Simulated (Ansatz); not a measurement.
The coordinates of a crystal:

```xyz
4
Lattice="3.8691 0.0000 0.0000 0.0000 3.8691 0.0000 0.0000 0.0000 3.8691" Properties=species:S:1:pos:R:3 pbc="T T T"
Ti    0.0000    0.0000    0.0000
Al    1.9346    1.9346    0.0000
Al    1.9346    0.0000    1.9346
Al    0.0000    1.9346    1.9346
```

> Work out the structure from the coordinates.

The stoichiometry is TiAl$_{3}$. The symmetry is that of Pm-3m (No. 221), on a primitive cubic lattice. The prototype is Cu₃Au (L1₂) type. One cell contains 1 Ti, 3 Al, 4 atoms in all. Ti is coordinated by twelve Al in a cuboctahedral arrangement at 2.74 Å. Al bonds to eight Al and four Ti in a cuboctahedral arrangement (2.74 Å to Al, 2.74 Å to Ti). The bonds build a three-dimensional framework.

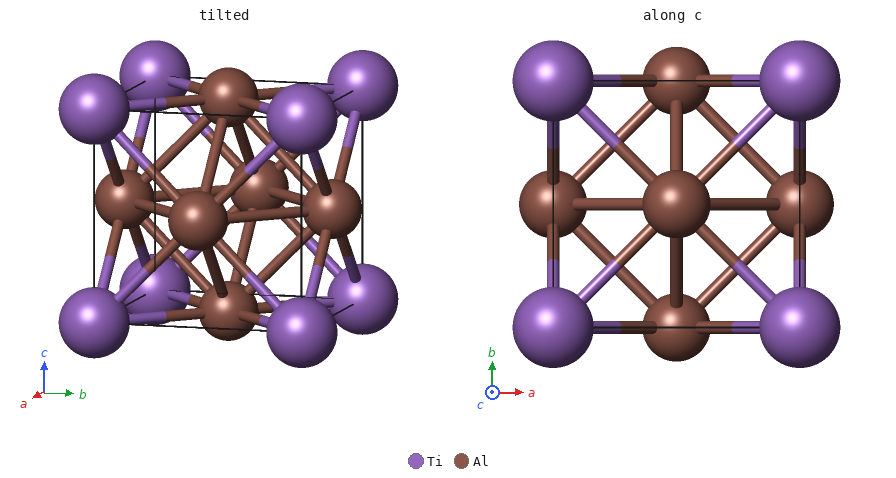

A ball-and-stick rendering, viewed slightly off an axis and along the c axis. Lines trace the edges of the conventional unit cell.

The cell started as a structure listed in the Materials Project. The cell was then strained or its atoms displaced on purpose. It was the input of a calculation with Ansatz.

At this level of theory the cell isn't at rest (compressed, at 8 GPa), so its distances can differ from those at equilibrium, the more so the softer the solid.
